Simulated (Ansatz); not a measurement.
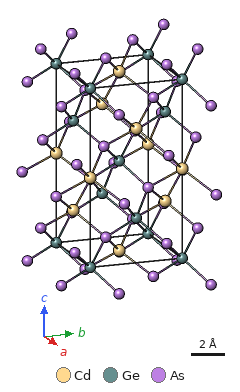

Solid CdGeAs2 (set up in I-42d), before the relaxation. The picture is a ball-and-stick view of the conventional cell (2 times the calculation's cell), seen slightly off an axis. Lengths and directions refer to the drawn axes.

These are results of Ansatz 0.2.0, DFT PBE, scalar-relativistic, plane waves, PAW, not measurements.

Input
```yaml
crystal:
  lattice:
    - [-2.9888745628, 2.9888745628, 5.6642966801]
    - [2.9888745628, -2.9888745628, 5.6642966801]
    - [2.9888745628, 2.9888745628, -5.6642966801]
  atoms:
    - { symbol: Cd, position: [0.25, 0.75, 0.5] }
    - { symbol: Cd, position: [0.5, 0.5, 0.0] }
    - { symbol: Ge, position: [0.0, 0.0, 0.0] }
    - { symbol: Ge, position: [0.75, 0.25, 0.5] }
    - { symbol: As, position: [0.875, 0.34621757, 0.97121757] }
    - { symbol: As, position: [0.65378243, 0.625, 0.52878243] }
    - { symbol: As, position: [0.375, 0.90378243, 0.02878243] }
    - { symbol: As, position: [0.09621757, 0.125, 0.47121757] }
basis:
  ecutwfc: 420
kpoints:
  mp_grid: { grid: [8, 8, 8] }
hamiltonian:
  xc: pbe
scf:
  occupations: { method: gaussian, width: 0.01 }
output:
  forces: true
  stress: true
  eigenvalues: true
  write_density: true
  write_potential: true
  elf: true
  volumetric_format: npy
relax:
  adjacent_minimum: "off"
  f_tol: 0.005
  max_steps: 80
  cell: { stress_tol: 0.05 }
```

Run as
```bash
ansatz run input.yaml --threads 2 --pin off --max-ram 5120MiB --backend cpu --events-out ev --progress --plain --runs-dir out
```

**What does the optimiser find from here?**

The largest moves relative to the cell, 0.012 Å, are those of As5, As6, As7 and As8. As8 goes along +b. Ge and Cd stay in place. The volume changes by +3.8 %, with a = b 5.978 → 6.048 Å (+1.2 %), c 11.329 → 11.484 Å (+1.4 %). Some distances before and after: Ge3–As5 2.447 → 2.484 Å, Cd1–As5 2.649 → 2.674 Å. The space group stays I-42d (No. 122). The energy falls by 6.7 meV per atom in 3 accepted moves (4 points after the start). The largest force component goes from 0.14 to 0.00022 eV/Å. The pressure goes from 2.17 to 0.00 GPa. At 1 point the geometry stayed and the basis and grid were re-selected for the new cell (energy shift of 0.2 meV per atom at most each time). The run took 5.4 min on 2 threads of Arm Neoverse V1, on a shared host, peak memory 0.99 GiB.

The end point in the same view:

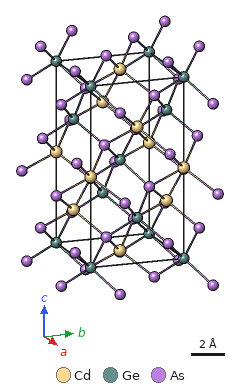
